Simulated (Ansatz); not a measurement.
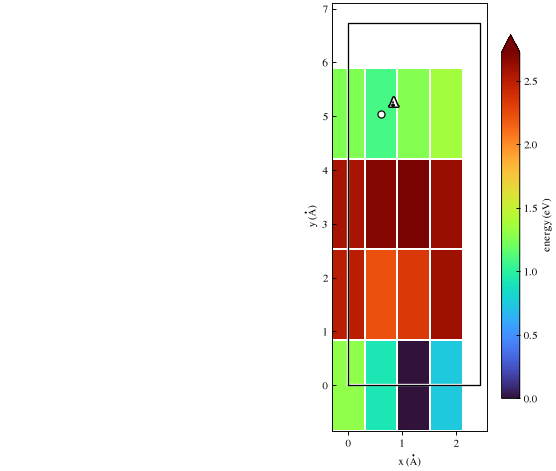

Si on a C(110) slab cut from the Fmmm phase, its upper half relaxed before the scan (20 atoms of substrate and one adsorbate in a 2 × 1 cell). Si is moved over the surface cell; relaxed at each place: the height of the adsorbate's atoms; substrate rigid; the origin of the map has the adsorbate above C19. Places are given modulo a cell vector. The map is drawn in real space over the plane of the surface. The grid has 4 × 4 points. Places are given in fractions of the 1 × 1 surface cell. Energies: eV, counted from the lowest grid point. The relaxed height changes by up to 1.3 Å between neighbouring points. These are results of DFT LDA, scalar-relativistic, plane waves, PAW in Ansatz 0.2.0, not measurements. Settings: cutoff 420 eV, k-mesh 6×4×1, gaussian smearing 0.1 eV, no spin polarisation.

The picture shows one coloured cell a grid point, the outline of one cell of the plane, one colour for all values above the top of the scale, the point A.

Q: Is A at rest? If not, where is it pushed?

A: A, at (1/4, 3/4) of the cell vectors, is not a stationary point. The computed force is 2 eV/Å in the plane, pointing up in the picture (components 0.0 and 2.0 eV/Å).

PAW datasets: the set soft_1.
